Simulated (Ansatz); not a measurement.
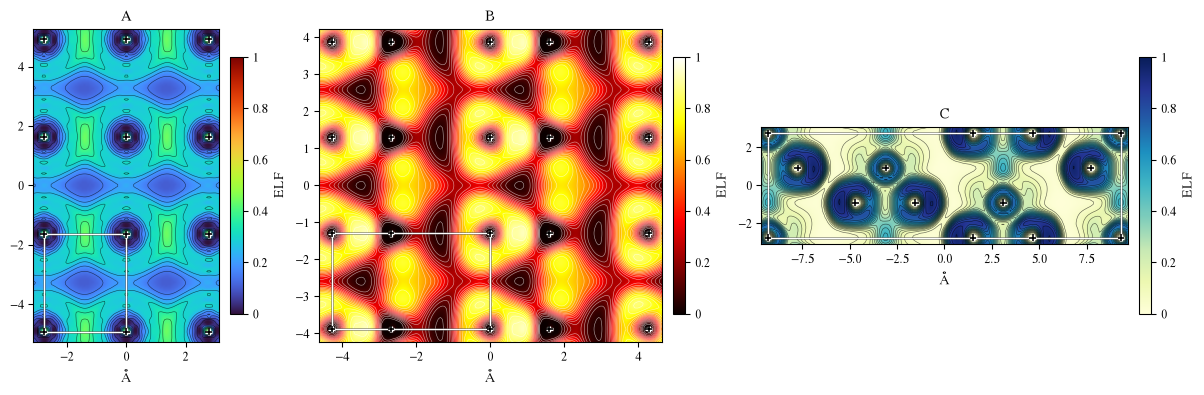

The ELF of 3 systems, each on a plane through atoms (crosses mark nuclei in the plane).

The calculation used Ansatz 0.2.0, Kohn-Sham DFT of a periodic cell, LDA, Ansatz PAW.

System 1: WS2, the (110) plane of the conventional cell. Space group R3m; not relaxed (largest force 0.9 eV/Å); computed pressure about −7 GPa in this cell.

```
CELL_PARAMETERS angstrom
3.17891 0.00000 0.00000
-1.58946 2.75302 0.00000
0.00000 0.00000 18.61245
ATOMIC_POSITIONS crystal
W 0.00000 0.00000 0.00000
W 0.66667 0.33333 0.33333
W 0.33333 0.66667 0.66667
S 0.33333 0.66667 0.24767
S 0.00000 0.00000 0.58100
S 0.66667 0.33333 0.91433
S 0.66667 0.33333 0.08363
S 0.33333 0.66667 0.41697
S 0.00000 0.00000 0.75030
```

System 2: Ga, the (001) plane of the conventional cell. Space group P2₁/m; a structure from a database of computed crystals, not necessarily the ambient phase; computed pressure about −3 GPa in this cell.

System 3: BN, the (11̄0) plane of the conventional cell. Space group P6₃mc; a structure from a database of computed crystals, not necessarily the ambient phase; computed pressure about −27 GPa in this cell.

Match each panel to its system.

Panel A is system 2, Ga: the plane holds Ga. Ga–Ga (2.78 Å): the ELF is about 0.45 at the midpoint. Panel B is system 3, BN: the plane holds N and B. B–N (1.60 Å): the ELF peaks at about 0.95 between the atoms, as expected for a shared but strongly polarised pair. Panel C is system 1, WS2: the plane holds W and S. W–S (2.41 Å): the ELF peaks at about 0.85 in the valence shell of S, 0.8 Å from its nucleus, and is about 0.50 at the midpoint.
